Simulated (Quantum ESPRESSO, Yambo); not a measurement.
# Quasiparticle gap of As (buckled honeycomb monolayer) in Yambo, part 2 of 2

Wanted: ground state, empty states, screening and self-energy for As (buckled honeycomb monolayer).

Quantum ESPRESSO 7.5 and Yambo 5.3.0; PBE and many-body steps on it, plane waves. Known limits of the many-body steps: not at the basis limit; no spin-orbit coupling.

So far. Step 3 (Bands along the symmetry lines): The gap is 1.630 eV, −0.015 eV from the run before at this level. Step 4 (Empty states on the mesh, 6×6×1 mesh, 97 bands): On this mesh the gap is 1.646 eV.

**5. Conversion and set-up**

This step: Yambo 5.3.0; conversion and set-up on PBE, plane waves, norm-conserving pseudopotentials.

The states are converted to the many-body program's format and the q mesh is built.

Run with:

```bash
(cd o/x.save; p2y > p2y.log; mv SAVE ../..); yambo > setup.log
```

The log of the run:

```text
 Yambo, version 5.3.0

 [02] CORE Variables Setup
 =========================

  [02.01] Unit cells
  ==================

  Cell kind             :  HCP
  Atoms in the cell     :  As
  number of As atoms    :  2

  List of atomic masses
  Mass of As    :  74.92200

  List of atomic coordinates    : [cc]
  As1       : -0.27822E-09   3.9400       11.914      order 1
  As2       :   3.41216   1.97001  14.54168  order 2

  Alat factors          :   6.82431   5.91003  26.45617 [a.u.]
  Direct lattice volume :   1067.03    [a.u.]
  Direct lattice vectors:  A[ 1 ]  A[ 2 ]  A[ 3 ]
   A[ 1 ]:  1.000000 -0.000000  0.000000  [iru]
   6.824311 -0.000000  0.000000  [cc]
   A[ 2 ]: -0.500000  1.000000  0.000000  [iru]
  -3.412155  5.910027  0.000000  [cc]
   A[ 3 ]:  0.000000  0.000000  1.000000  [iru]
    0.00000   0.00000  26.45617  [cc]

  Recip. lattice volume :  0.232469 [a.u.]
  Recip. lattice vectors:  B[ 1 ]  B[ 2 ]  B[ 3 ]
   B[ 1 ]:  1.000000  0.500000  0.000000  [iku]
   0.920706  0.531570 -0.000000  [cc]
   B[ 2 ]:  0.000000  1.000000  0.000000  [iku]
   0.000000  1.063140 -0.000000  [cc]
   B[ 3 ]:  0.000000  0.000000  1.000000  [iku]
  -0.000000 -0.000000  0.237494  [cc]

  [02.02] Symmetries
  ==================

  Inversion symmetry    : yes
  Spatial inversion     : yes
  Inversion index       :   7
  K-space Time-reversal : no
  Magnetic symmetries   : no
  Group table correct   : yes
  Symmetries units      :  [cc]

   [S  1]:   1.0000       0.0000       0.0000     -0.55235E-16   1.0000       0.0000       0.0000       0.0000       1.0000
   [S  2]:   1.0000       0.0000       0.0000     -0.31975E-10  -1.0000       0.0000       0.0000       0.0000      -1.0000
   [S  3]: -0.500000  0.866025  0.000000 -0.866025 -0.500000  0.000000  0.000000  0.000000  1.000000
[...]
[S 11]:  0.500000  0.866025  0.000000  0.866025 -0.500000  0.000000  0.000000  0.000000  1.000000
   [S 12]:  0.500000 -0.866025  0.000000 -0.866025 -0.500000  0.000000  0.000000  0.000000  1.000000

  [02.03] Reciprocal space
  ========================

  nG shells         :   6447
  nG charge         :  144181
  nG WFs            :  21351
  nC WFs            :  18060
  G-vecs. in first 80 shells:  [ Number ]
     1    3    5    7    9   15   27   39   41
    53   55   67   79   81   93   99  111  113
   125  137  149  161  167  169  181  193  205
[...]
809   811   823   835   859   865   877   889
  ...
  Shell energy in first 80 shells:  [ mHa ]
[...]
4971.20      5080.71      5086.20      5107.81      5114.40      5199.01      5331.23      5337.82      5340.02
    5527.54      5537.43      5672.94      5756.45      5760.84      5791.24      6092.67      6101.46      6240.27
    6321.58      6345.39      6461.49      6468.08      6776.11      6781.60      6809.80      6891.11
  ...

  [02.04] K-grid lattice
  ======================

[...]
K/Q-points units:
  rlu = crystal or reduced units; cc = cartesian coordinates; iku = interal k-units

  K [1]          [rlu]:  0.000000  0.000000  0.000000
         WF components:  18001
  K [2]          [rlu]:  0.000000  0.166667  0.000000
         WF components:  17989
  K [3]          [rlu]:  0.000000  0.333333  0.000000
         WF components:  18027
  K [4]          [rlu]:  0.000000 -0.500000  0.000000
         WF components:  18060
  K [5]          [rlu]:  0.166667  0.166667  0.000000
         WF components:  18003
  K [6]          [rlu]:  0.166667  0.333333  0.000000
         WF components:  18020
  K [7]          [rlu]:  0.333333  0.333333  0.000000
         WF components:  18033

  [02.05] Energies & Occupations
  ==============================

  [X] === General ===
  [X] Electronic Temperature                        :  0.000000  0.000000 [eV K]
  [X] Bosonic    Temperature                        :  0.000000  0.000000 [eV K]
  [X] Finite Temperature mode                       : no
  [X] El. density                                   :  0.29092E+24 [cm-3]
  [X] Fermi Level                                   : -0.908984 [eV]

  [X] === Gaps and Widths ===
  [X] Conduction Band Min                           :  1.645614 [eV]
  [X] Valence Band Max                              :  0.000000 [eV]
  [X] Filled Bands                                  :  23
  [X] Empty Bands                                   :   24   97
  [X] Direct Gap                                    :  1.948162 [eV]
  [X] Direct Gap localized at k                     :  1
  [X] Indirect Gap                                  :  1.645614 [eV]
  [X] Indirect Gap between kpts                     :  1  3
  [X] Last valence band width                       :  1.964014 [eV]
  [X] 1st conduction band width                     :  1.151044 [eV]

  E @ K [1]:  [eV]
  -184.7066 -184.7060 -128.1046 -128.1046 -128.1022 -128.1022 -128.0466 -128.0445
[...]
occ @ K [1]
[...]
E @ K [2]:  [eV]
[...]
occ @ K [2]
[...]
E @ K [3]:  [eV]
[...]
occ @ K [3]
[...]
E @ K [4]:  [eV]
[...]
occ @ K [4]
[...]
E @ K [5]:  [eV]
[...]
occ @ K [5]
[...]
E @ K [6]:  [eV]
[...]
occ @ K [6]
[...]
E @ K [7]:  [eV]
[...]
occ @ K [7]
[...]
0.000000  0.000000  0.000000  0.000000  0.000000  0.000000  0.000000  0.000000
   0.000000  0.000000  0.000000  0.000000  0.000000  0.000000  0.000000  0.000000

 [03] Transferred momenta grid and indexing
 ==========================================

 IBZ Q-points                                      :   7
 BZ  Q-points                                      :   36

 K/Q-points units:
 rlu = crystal or reduced units; cc = cartesian coordinates; iku = interal k-units

 Q [1]          [rlu]:  0.000000  0.000000  0.000000
 Q [2]          [rlu]: -0.10630E-16  0.16667       0.0000
 Q [3]          [rlu]: -0.21260E-16  0.33333       0.0000
 Q [4]          [rlu]:  0.31890E-16 -0.50000       0.0000
 Q [5]          [rlu]:  0.166667  0.166667  0.000000
 Q [6]          [rlu]:  0.166667  0.333333  0.000000
 Q [7]          [rlu]:  0.333333  0.333333  0.000000

  [03.01] X indexes
  =================

   [03.01.01] Sigma indexes
   ========================

 [06] Game Over & Game summary
```

Wall time 3 s (1 MPI rank of Arm Neoverse V1, shared host); peak memory 0.26 GiB.

**6. Screening and self-energy, 6×6×1 mesh, 97 bands, screening to 108.8 eV**

G0W0 replaces the xc potential by the self-energy, built once from these orbitals. Only a window of levels is corrected, while the sums run over the empty bands that the input names.

This step: G0W0 on PBE, plane waves, norm-conserving pseudopotentials.

gw1.in

```
HF_and_locXC
gw0
dyson
ppa
em1d
rim_cut
rim_w
RandQpts= 3000000
RandGvec= 100 RL
CUTGeo= "slab z"
RandGvecW= 9 RL
EXXRLvcs= 100 Ry
VXCRLvcs= 400 Ry
Chimod= "HARTREE"
% BndsRnXp
 1 | 97 |
%
NGsBlkXp= 8 Ry
% LongDrXp
 1 | 1 | 0 |
%
% GbndRnge
 1 | 97 |
%
DysSolver= "n"
ExtendOut
PPAPntXp= 27.21138 eV
% QPkrange
 1 | 1 | 22 | 25 |
 3 | 3 | 22 | 25 |
%
```

Run with:

```bash
OMP_NUM_THREADS=2 mpirun -n 4 yambo -F gw1.in -J gw1 -C gw1 > gw1.log
```

The log of the run:

```text
 Yambo, version 5.3.0

 [02] CORE Variables Setup
 =========================

  [... cell, symmetries and grids as in the set-up ...]

  [02.05] Energies & Occupations
  ==============================

  [X] === General ===
  [X] Electronic Temperature                        :  0.000000  0.000000 [eV K]
  [X] Bosonic    Temperature                        :  0.000000  0.000000 [eV K]
  [X] Finite Temperature mode                       : no
  [X] El. density                                   :  0.29092E+24 [cm-3]
  [X] Fermi Level                                   : -0.908984 [eV]

  [X] === Gaps and Widths ===
  [X] Conduction Band Min                           :  1.645614 [eV]
  [X] Valence Band Max                              :  0.000000 [eV]
  [X] Filled Bands                                  :  23
  [X] Empty Bands                                   :   24   97
  [X] Direct Gap                                    :  1.948162 [eV]
  [X] Direct Gap localized at k                     :  1
  [X] Indirect Gap                                  :  1.645614 [eV]
  [X] Indirect Gap between kpts                     :  1  3
  [X] Last valence band width                       :  1.964014 [eV]
  [X] 1st conduction band width                     :  1.151044 [eV]

 [03] Transferred momenta grid and indexing
 ==========================================

 IBZ Q-points                                      :   7
 BZ  Q-points                                      :   36

 K/Q-points units:
 rlu = crystal or reduced units; cc = cartesian coordinates; iku = interal k-units

 Q [1]          [rlu]:  0.000000  0.000000  0.000000
 Q [2]          [rlu]: -0.10630E-16  0.16667       0.0000
 Q [3]          [rlu]: -0.21260E-16  0.33333       0.0000
 Q [4]          [rlu]:  0.31890E-16 -0.50000       0.0000
 Q [5]          [rlu]:  0.166667  0.166667  0.000000
 Q [6]          [rlu]:  0.166667  0.333333  0.000000
 Q [7]          [rlu]:  0.333333  0.333333  0.000000

 [04] Coloumb potential Random Integration (RIM)
 ===============================================

 Performing RIM of v_slab

  [04.01] RIM initialization
  ==========================

  * Diagonal components only detected *

  8 x (sBL volume)        :  0.051660 [a.u.]
  sBZ random points       :  3000000
  Points outside the sBZ  :  24000829
  RL volume               :  0.232469 [a.u.]
  Integrated volume       :  0.232461 [a.u.]

  [04.02] RIM integrals
  =====================

  Gamma point sphere radius             :  0.041605 [a.u.]
  Points outside the sphere             :  2398884
  [Int_sBZ(q=0) 1/q^2]*(Vol_sBZ)^(-1/3) =:  7.487296
                                 should be <:  7.795600

  Summary of Coulomb integrals for non-metallic bands |Q|[au] RIM/Bare

  Q [1] 0.100000E-4 0.960452 * Q [2] 0.177190 0.997483
  Q [5] 0.306902 1.024611 * Q [3] 0.354380 1.023541
  Q [6] 0.468801 1.017709 * Q [4] 0.531570 1.014578
  Q [7] 0.613804 1.011396
  Non-periodic chartesian directions : none
  Optical renormalization            :  26.45617 [au]
  Polarizability dimension           : length

 [05] Coloumb potential CutOffslab
 =================================

 Cut directionsZ
 Slab Cutoff:Z
 Symmetry test passed : yes

 [06] Dipoles
 ============

  [06.01] Setup: observables and procedures
  =========================================

 [07] Dynamic Dielectric Matrix (PPA)
 ====================================

 [WR./gw1//ndb.pp]---------------------------------------------------------------
  Brillouin Zone Q/K grids (IBZ/BZ)                :    7   36    7   36
  RL vectors                                       :  21365 [WF]
  Coulomb cutoff potential                         : slab z
  Electronic Temperature                           :  0.000000 [K]
  Bosonic    Temperature                           :  0.000000 [K]
  PPA    diel. fun.  energies                      : Perdew, Burke & Ernzerhof(X)+Perdew, Burke & Ernzerhof(C)
  wavefunctions                                    : Perdew, Burke & Ernzerhof(X)+Perdew, Burke & Ernzerhof(C)
  Global Gauge                                     : length
  X matrix size                                    :   403
  X band range                                     :    1   97
  X e/h energy range                               : -1.000000 -1.000000 [eV]
  X Time ordering                                  : R
  X Hxc Kernel                                     : HARTREE
  X Drude frequency                                :  0.000000  0.000000
  X poles                                          :  100.0000 [o/o]
  RL vectors in the sum                            :  21365
  [r,Vnl] included                                 : yes
  Field direction                                  :  0.707107E-5  0.707107E-5   0.00000
  BZ energy Double Grid                            : no
  BZ energy DbGd points                            : 0
  BZ Q point size factor                           : -1.000000
  X Optical Averaged directions                    : none

 [08] Local Exchange-Correlation + Non-Local Fock
 ================================================

 [VXC] Plane waves :  144181
 [EXS] Plane waves :  18025

 QP @ state[ 1 ] K range:  1  1
 QP @ state[ 1 ] b range:  22  25
 QP @ state[ 2 ] K range:  3  3
 QP @ state[ 2 ] b range:  22  25

 [xc] Functional : Perdew, Burke & Ernzerhof(X)+Perdew, Burke & Ernzerhof(C)
 [xc] LIBXC used to calculate xc functional
  PP Number of Atomic Species                      :  1
  NLCC RL compoments                               :  144181
  PP Number of Atomic Species                      :  1
  NLCC RL compoments                               :  144181

 [xc] E_xc :  -47.81823 [Ha]
      E_xc :  -95.63647 [Ry]

  Local XC kind (lXC) : Perdew, Burke & Ernzerhof(X)+Perdew, Burke & Ernzerhof(C)
  Non-Local XC kind (nlXC) : Hartree-Fock

  Corrections @ K [1] :  [eV]
 <22|nlXC|22> = -15.29560  0.15206E-16 <22|lXC|22> = -14.05400  0.37763E-15
 <23|nlXC|23> = -15.29565  0.86626E-17 <23|lXC|23> = -14.05400  0.94408E-16
 <24|nlXC|24> = -8.947748  0.36584E-17 <24|lXC|24> = -12.75027  0.37763E-15
 <25|nlXC|25> = -8.849165  0.13442E-17 <25|lXC|25> = -13.27563 -0.18882E-15

  Corrections @ K [3] :  [eV]
 <22|nlXC|22> = -15.32122 -0.68800E-17 <22|lXC|22> = -13.35911 -0.18882E-15
 <23|nlXC|23> = -14.51672  0.23356E-16 <23|lXC|23> = -12.57056  0.94408E-16
 <24|nlXC|24> = -7.601241  0.42334E-17 <24|lXC|24> = -11.00366  0.000000
 <25|nlXC|25> = -6.559484 -0.24991E-17 <25|lXC|25> = -10.79249  0.14161E-15

 [09] Dyson equation: Newton solver
 ==================================

  [09.01] RIM-W interpolation
  ===========================

  [WARNING] RIM-W works only for 2D semiconductors with slab cutoff
  Found compatible q grid: 2D
  q_min[ 1 ]:  0.16667      0.29894E-11   0.0000     [rlu]
   0.166667  0.083333  0.000000 [iku]
  q_min[ 2 ]:  0.61536E-11  0.16667       0.0000     [rlu]
   0.61536E-11  0.16667       0.0000     [iku]
  G-vectors :   9
  G-vectors loaded:   63
  Number of interpolated frequencies:  2

  Evaluating coefficients q = 0
  Evaluating coefficients q = 0

  [09.02] RIM-W integrals
  =======================

  8 x (sBL volume)        :  0.051660 [a.u.]
  sBZ random points       :  3000000
  Points outside the sBZ  :  24000829
  RL volume               :  0.232469 [a.u.]
  Integrated volume       :  0.232461 [a.u.]

  [09.03] RIM integrals
  =====================

  Comparison between head Wc = W - v averages: < Wc > [au] RIM-W/RIM

   < -Wc [Q = 1] > 0.364112E-1 0.483132E-4 * < -Wc [Q = 2] > 0.005331 0.005141
   < -Wc [Q = 3] > 0.976389E-3 0.955225E-3 * < -Wc [Q = 4] > 0.326183E-3 0.322334E-3
   < -Wc [Q = 5] > 0.001433 0.001399 * < -Wc [Q = 6] > 0.469478E-3 0.464476E-3
   < -Wc [Q = 7] > 0.218579E-3 0.217115E-3

  Comparison between head Wc = W - v averages: < Wc > [au] RIM-W/RIM

   < -Wc [G = 1,G`=0] > 0.364112E-1 0.483132E-4 * < -Wc [G = 2,G`=0] >-0.002020 0.000000
   < -Wc [G = 3,G`=0] >-0.002020 0.000000 * < -Wc [G = 4,G`=0] > 0.698883E-4  0.00000
   < -Wc [G = 5,G`=0] > 0.698676E-4  0.00000 * < -Wc [G = 6,G`=0] > 0.508232E-4  0.00000
   < -Wc [G = 7,G`=0] > 0.508490E-4  0.00000 * < -Wc [G = 8,G`=0] >-0.165367E-4  0.00000
   < -Wc [G = 9,G`=0] >-0.165389E-4  0.00000

 [10] G0W0 (W PPA)
 =================

 [  GW  ] Bands range     :    1   97
 [GW/PPA] G damping       :  0.100000 [eV]

 QP @ state[ 1 ] K range:  1  1
 QP @ state[ 1 ] b range:  22  25
 QP @ state[ 2 ] K range:  3  3
 QP @ state[ 2 ] b range:  22  25

  Sc/G bands                                       :    1   97
  Sc/G damping                                     :  0.100000 ev
  Sc bands terminator                              : no
  Sx RL components                                 :  18025

  QP @ state[ 1 ] K range                          :  1  1
  QP @ state[ 1 ] b range                          :  22  25
  QP @ state[ 2 ] K range                          :  3  3
  QP @ state[ 2 ] b range                          :  22  25
  GF energies kind                                 : Perdew, Burke & Ernzerhof(X)+Perdew, Burke & Ernzerhof(C)
  GF WF`s kind                                     : Perdew, Burke & Ernzerhof(X)+Perdew, Burke & Ernzerhof(C)
  Xs energies kind                                 : Perdew, Burke & Ernzerhof(X)+Perdew, Burke & Ernzerhof(C)
  Xs WF`s kind                                     : Perdew, Burke & Ernzerhof(X)+Perdew, Burke & Ernzerhof(C)

 [14] Game Over & Game summary
```

Run time: 3.6 min. Hardware: 4 MPI ranks; peak memory 3.8 GiB.

This step gave:

| Property | Result |
| --- | --- |
| G0W0 gap on the points computed | 2.549 eV |
| starting gap on the mesh | 1.646 eV |
| k of the valence top | 0, 0, 0 |
| k of the conduction bottom | 0, 0.3333, 0 |
| least direct G0W0 gap on the computed points | 3.037 eV |
| Z at the valence top | 0.7367 |
| Z at the conduction bottom | 0.7438 |

The gap on the mesh goes from 1.65 eV to 2.55 eV, a correction of +0.90 eV.

Limits: finite bands, cutoff and mesh; no spin-orbit coupling. v1 is the top filled band, c1 the lowest empty one. Levels before and after the correction, in eV, zero at the valence-band top of each column:

|  | conduction bottom | valence top |
| --- | --- | --- |
| Kohn-Sham | 1.65 | 0.00 |
| G0W0 | 2.55 | 0.00 |

|  | level | energy (eV) |
| --- | --- | --- |
| Kohn-Sham | Γ v2-v1 | 0.000 |
| Kohn-Sham | Γ c1 | 1.948 |
| Kohn-Sham | Γ c2 | 3.500 |
| Kohn-Sham | (0 0.333 0) v2 | -1.527 |
| Kohn-Sham | (0 0.333 0) v1 | -0.745 |
| Kohn-Sham | (0 0.333 0) c1 | 1.646 |
| Kohn-Sham | (0 0.333 0) c2 | 3.865 |
| G0W0 | Γ v2-v1 | 0.000 |
| G0W0 | Γ c1 | 3.037 |
| G0W0 | Γ c2 | 4.758 |
| G0W0 | (0 0.333 0) v2 | -1.666 |
| G0W0 | (0 0.333 0) v1 | -1.004 |
| G0W0 | (0 0.333 0) c1 | 2.549 |
| G0W0 | (0 0.333 0) c2 | 4.857 |

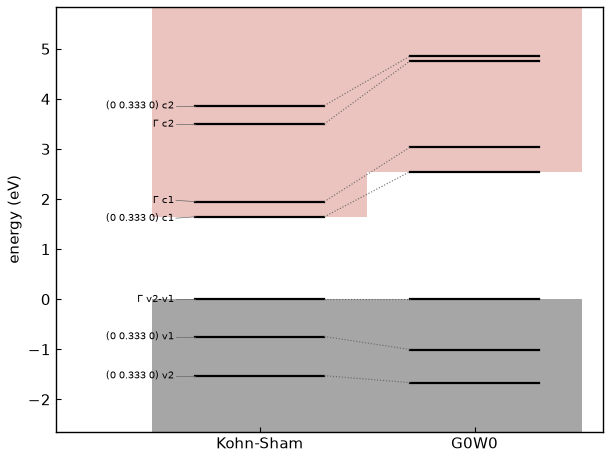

Levels before and after the correction. Shaded: valence and conduction bands.

**7. Where the time went**

Times are wall times on the hardware named with each run, good to a factor of about two.

| step | time | share | memory (GiB) |
| --- | --- | --- | --- |
| ground state | 37 s | 13 % | 1.3 |
| bands along the symmetry lines | 12 s | 4 % | 1.1 |
| empty states on the mesh | 18 s | 6 % | 1.1 |
| conversion and set-up | 3 s | 1 % | 0.26 |
| screening and self-energy | 3.6 min | 75 % | 3.8 |

**8. What came out**

| Quantity | Value |
| --- | --- |
| PBE gap | 1.63 eV, indirect |
| G0W0 gap on the mesh | 2.55 eV |
| GW settings | 6×6×1 mesh, 97 bands, screening to 108.8 eV, Godby-Needs plasmon pole |
| known limits | not at the basis limit; no spin-orbit coupling |

G0W0 moves the gap on the mesh from 1.65 eV to 2.55 eV (+0.90 eV), with Z of 0.74 and 0.74 at the edges. Only 2 of the mesh's irreducible points were corrected, so a valley elsewhere could overtake. The dearest step here is «screening and self-energy». Bands and cutoff are finite, so the gap is not at the basis limit. The miss can reach some tenths of an eV and take either sign; the mesh is an error of its own. In the G0W0 run levels were corrected at 2 k points alone, so a gap called «on the mesh» is the least over those, and an edge elsewhere would be missed. The many-body steps are scalar-relativistic: spin-orbit coupling is not in them.

[Paths, hosts, dates, memory and timing lines, banners, echoed tables and standing remarks are left out of the program output.]

[Logs are printed without paths, hosts, clocks, repeated set-up lines and the standing remarks that a program may print on its own settings, such as how far it seeks lower states.]

[Runs of the session that timed out or met a known fault of the program may be left out.]

[Hosts, paths, dates, database ids (printed as entryN), source tags and the programs' standing remarks are cut or masked in the printed files.]
